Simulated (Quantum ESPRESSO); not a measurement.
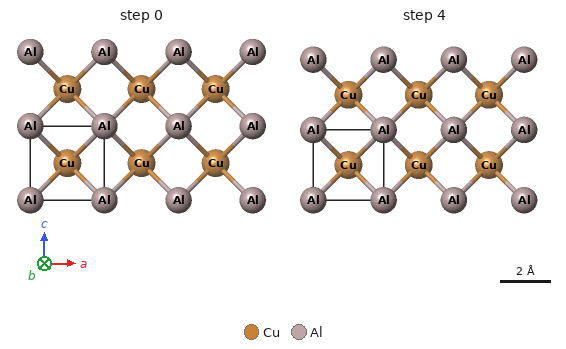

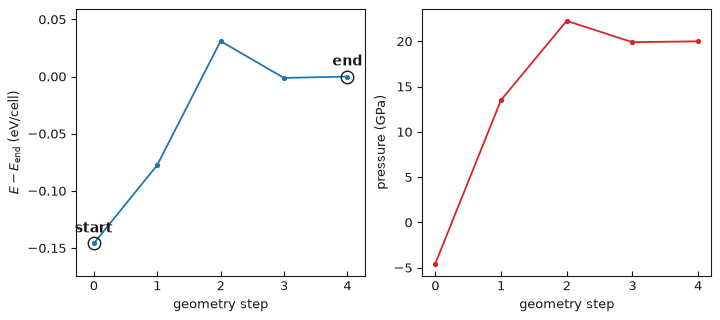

First and last geometry of a relaxation of solid AlCu (set up in Pm-3m), with the history of the run. The picture is a ball-and-stick view of the cell of the calculation, repeated 3 × 1 × 2 with one cell outlined, seen along the b axis.

The run lets cell and atoms move.

Theory: Kohn-Sham DFT of a periodic cell, PBEsol, GBRV 1.5 PBEsol in Quantum ESPRESSO 7.5.

The input:
```
&CONTROL
  calculation = 'vc-relax'
  prefix = 'pwscf'
  outdir = './tmp'
  pseudo_dir = './pseudo'
  tprnfor = .true.
  tstress = .true.
  disk_io = 'low'
  nstep = 40
  forc_conv_thr = 0.0004
  etot_conv_thr = 1d-05
/
&SYSTEM
  ibrav = 0
  nat = 2
  ntyp = 2
  ecutwfc = 64
  ecutrho = 515
  nbnd = 18
  occupations = 'smearing'
  smearing = 'fd'
  degauss = 0.00367493
/
&ELECTRONS
  conv_thr = 4d-10
  electron_maxstep = 120
  mixing_beta = 0.5
/
&IONS
  ion_dynamics = 'bfgs'
/
&CELL
  cell_dynamics = 'bfgs'
  press = 200
  press_conv_thr = 0.3
/
ATOMIC_SPECIES
Cu    63.5460 cu_pbesol_v1.2.uspp.F.UPF
Al    26.9815 al_pbesol_v1.uspp.F.UPF
CELL_PARAMETERS bohr
   5.6644710661    0.0000000000    0.0000000000
   0.0000000000    5.6644710661    0.0000000000
   0.0000000000    0.0000000000    5.6644710661
ATOMIC_POSITIONS bohr
Cu     2.8322355331    2.8322355331    2.8322355331
Al     0.0000000000    0.0000000000    0.0000000000
K_POINTS automatic
9 9 9 0 0 0
```

Launched with:
```bash
OMP_NUM_THREADS=1 mpirun -n 2 pw.x -nk 2 -in pw.in > pw.out
```

### What do the curves and the structures tell?

It converged. The atoms keep their places relative to the cell (all moves are under 0.005 Å). The drawn cell changes as follows: a = b = c 2.998 → 2.842 Å (−5.2 %); the volume changes by −14.8 %. Some distances before and after: Al–Cu 2.596 → 2.461 Å. The space group stays Pm-3m (No. 221). The energy rises by 0.146 eV per cell of the calculation in 4 geometry steps. With the target pressure of 20 GPa, the enthalpy E + pV changes by −0.350 eV per cell of the calculation. All forces vanish by symmetry, so only the cell relaxes. The pressure goes from −4.56 to 20.00 GPa.

```json
{"step": "0", "E − E(0), meV/atom": "0.00", "pressure, GPa": "-4.56", "volume, Å³/atom": "13.466"}
{"step": "1", "E − E(0), meV/atom": "34.25", "pressure, GPa": "13.51", "volume, Å³/atom": "11.850"}
{"step": "2", "E − E(0), meV/atom": "88.48", "pressure, GPa": "22.26", "volume, Å³/atom": "11.361"}
{"step": "3", "E − E(0), meV/atom": "72.38", "pressure, GPa": "19.91", "volume, Å³/atom": "11.483"}
{"step": "4", "E − E(0), meV/atom": "72.98", "pressure, GPa": "20.00", "volume, Å³/atom": "11.478"}
```
